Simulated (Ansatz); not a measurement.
# TaN/SiC/TaN: predicting the conductance of a thicker barrier

**Method.** Ansatz 0.2.0, plane waves with PAW datasets, PBE. Interfaces are relaxed in a short slab (with D3(BJ) where the barrier is layered), set between ideal electrode layers that go on as semi-infinite leads, and the zero-bias conductance G at 300 K comes from T(E) on a typed mesh. The error is the largest of the program's estimates from energy step, mesh, the leads' potential steps and neutrality; its separate bound for narrow resonances between the energies solved isn't counted and can be far larger. The lower electrode is TaN (rock salt 111), the upper TaN (rock salt 111) and the barrier SiC (wurtzite 0001), on a net of side 3.125 Å; d is the distance between the electrodes' last planes.

The runs shown:

| planes in the barrier | d (Å) | G (S/m²) | error (%) | lead step (meV) |
| --- | --- | --- | --- | --- |
| 4 | 7.30 | 1.35e14 | 42 | 22 |
| 8 | 12.35 | 1.71e13 | 46 | 22 |
| 12 | 17.39 | 1.56e12 | 42 | 21 |

Q: A further run has 16 planes, d = 22.44 Å. Fit G ∝ exp(−βd) to the rows shown and predict its conductance.

**Worked fit.** Take y = ln G: 32.53, 30.47 and 28.08. The means are d = 12.35 Å and y = 30.36; Σ(Δd Δy) = −22.48 and Σ(Δd)² = 50.90, so the slope is −0.442 Å⁻¹ (β = 0.442 Å⁻¹). At d = 22.44 Å, y = 30.36 − 0.442 × 10.09 = 25.90, or G = 1.78e11 S/m².

**The withheld run.** The run gave 1.23e11 S/m², with an error estimate of 52 % and a lead step of 21 meV. The prediction is 1.44 times that, too high by 44 %. That lies within the runs' own error estimates, carried through the fit.

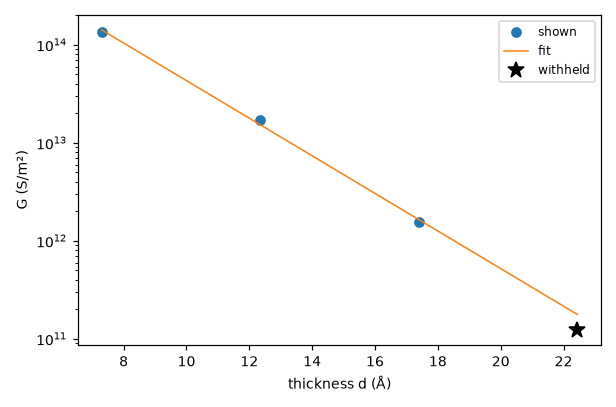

Fit and withheld run.

**Limits.** The interfaces are ideal, one cell wide, strained to a common net and relaxed from one registry with their symmetry kept. PBE's gaps are too small, so true decay constants are likely larger where the Fermi level lies deep in a gap. No spin-orbit coupling, phonons, disorder or image charges enter. The rows shown are chosen by tests on error estimates (under 100 to 120 %), lead steps (under 150 meV, though the program warns over 25), intact interfaces and, for fits, a steady trend in the rows shown; the data set holds 414 series of this kind, and not all pass.
